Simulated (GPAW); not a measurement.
System: TaN, space group P-62m, 6 atoms in the cell.

```cif
data_structure
_symmetry_space_group_name_H-M 'P-62m'
_symmetry_Int_Tables_number 189
_cell_length_a 5.1960
_cell_length_b 5.1960
_cell_length_c 2.9110
_cell_angle_alpha 90.000
_cell_angle_beta 90.000
_cell_angle_gamma 120.000
_cell_volume 68.06
loop_
_atom_site_label
_atom_site_type_symbol
_atom_site_symmetry_multiplicity
_atom_site_Wyckoff_symbol
_atom_site_fract_x
_atom_site_fract_y
_atom_site_fract_z
_atom_site_occupancy
Ta1 Ta 1 a 0.00000 0.00000 0.00000 1
Ta2 Ta 2 d 0.66667 0.33333 0.50000 1
N1 N 3 f 0.00000 0.39285 0.00000 1
```

Method: r2SCAN, GPAW PAW data sets (gpaw-data 1.2.1), no spin polarisation, no spin-orbit coupling, 4×4×6 k mesh, 800 eV cutoff, Fermi-Dirac smearing of 0.05 eV (GPAW).

What will the band structure look like? The path is Γ–M–K–Γ–A–L–H–A|L–M|K–H.

A metal: 2 bands cross the Fermi level along this path. Bands cross the Fermi level on Γ–M, K–Γ, Γ–A, A–L and H–A, and not on M–K, L–H, L–M and K–H. At Γ the nearest levels lie 1.04 eV below and 0.65 eV above the Fermi level.

The PAW data sets were made with another functional. Spin-orbit coupling is left out, which matters for Ta. The k mesh is thin for a metal, so its Fermi level is uncertain. Bands are joined in order of energy, so crossings between the computed points show as kinks or gaps.

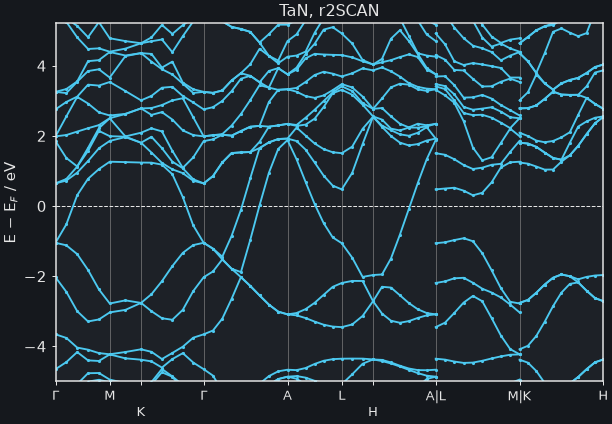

Band structure. Energies are counted from the Fermi level.
